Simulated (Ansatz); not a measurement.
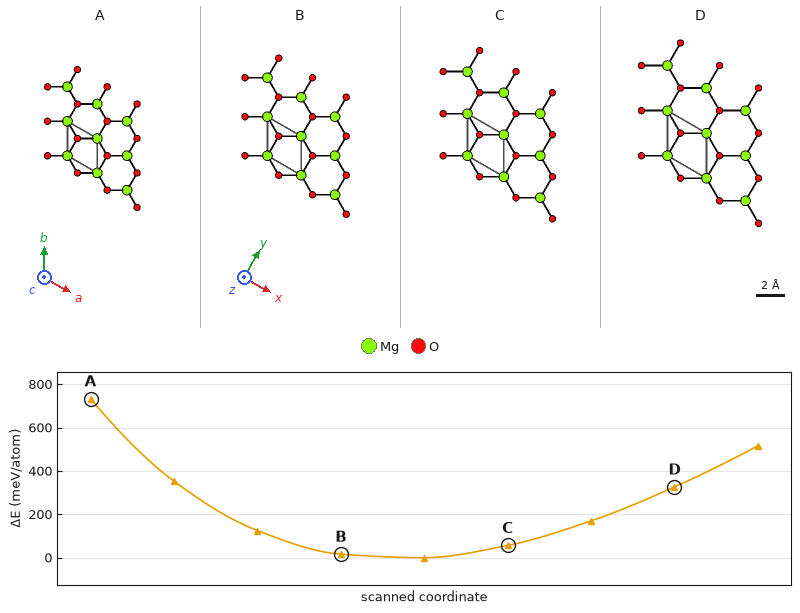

A scan of a crystal of MgO (P-6m2) along one coordinate. x, y and z are the Cartesian axes of the input. The picture is a ball-and-stick view of the cell of the calculation, repeated 2 × 2 × 3 with one cell outlined, seen along the c axis.

Computed with DFT r2SCAN, scalar-relativistic, plane waves, PAW in Ansatz 0.2.0. (plane-wave cutoff 500 eV; k-point mesh 9 × 9 × 8; occupations gaussian; smearing width 0.05 eV; no spin polarisation). Energies (free energies at the smearing named) are counted from the cell as listed in its source, which wasn't relaxed.

### What is being scanned?

The cell is strained equally along x and y, with the atoms kept at their fractional coordinates. In the frames the strain is −0.15 (A), −0.0375 (B), 0.0375 (C), 0.1125 (D). The lowest computed point lies at the strain 0.00 (0 meV/atom). The unrelaxed reference is under a pressure of −5.2 GPa, which tilts the curve. The distortion keeps the space group P-6m2. At the strain −0.15 the cell of the drawing goes a 2.938 → 2.497 Å, b 2.938 → 2.497 Å.
